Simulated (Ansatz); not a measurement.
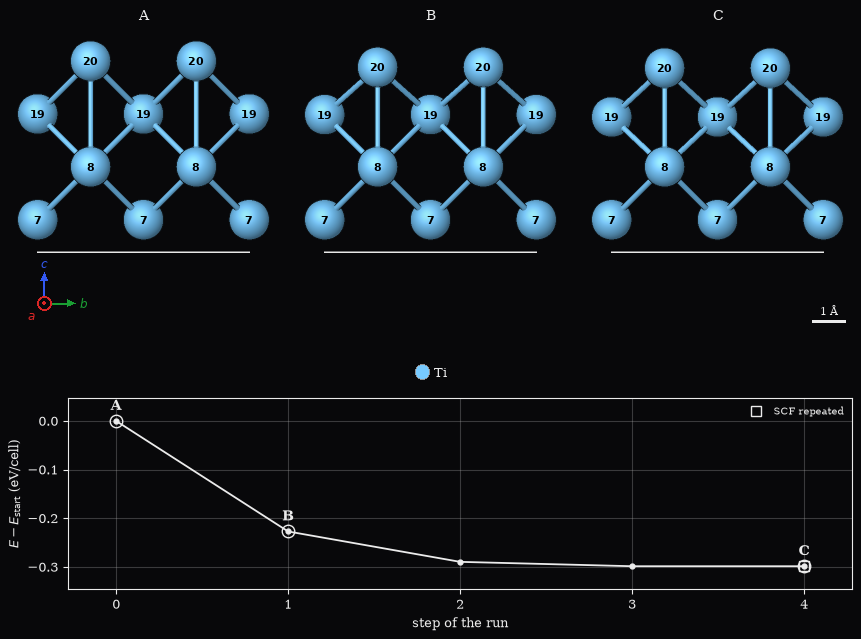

Frames of a constrained relaxation of a slab of composition Ti (cut from the Im-3m phase), marked on the history of the run. Style: ball-and-stick. Shown: the 1 × 2 repeat of the cell, outlined in the plane, without the vacuum (origin shifted), along the a axis.

Case: flat (0 0 1) slab. 12 atoms are held fixed.

Method: Ansatz, DFT PBE, scalar-relativistic, plane waves, PAW. Set-up: plane-wave cutoff 420 eV; k-point mesh 2 × 10 × 1; occupations gaussian; smearing width 0.1 eV; no spin polarisation; dipole correction; atoms relaxed in a fixed cell; force threshold 0.02 eV/Å; at most 45 steps.

Describe the path.

Answer. Over 3 accepted moves (4 points after the start) the energy falls by 0.299 eV per cell of the calculation. Largest force component: 0.59 eV/Å at the start, 0.0094 eV/Å at the end. 1 step only repeated the SCF at the same geometry. The largest moves, 0.22 Å, are those of Ti atoms. The cell stays as it was. Near-neighbour distances that change, for instance: Ti–Ti 3.256 → 3.039 Å, Ti–Ti 3.256 → 3.163 Å, Ti–Ti 2.819 → 2.750 Å. Bond angles that change, for instance: Ti–Ti–Ti 109.5° → 113.7°, Ti–Ti–Ti 70.5° → 72.6°. From step 0 to 1: Ti atoms move most (0.19 Å), energy −0.227 eV per cell of the calculation. From step 1 to 4: Ti atoms move most (0.07 Å), energy −71.4 meV per cell of the calculation.
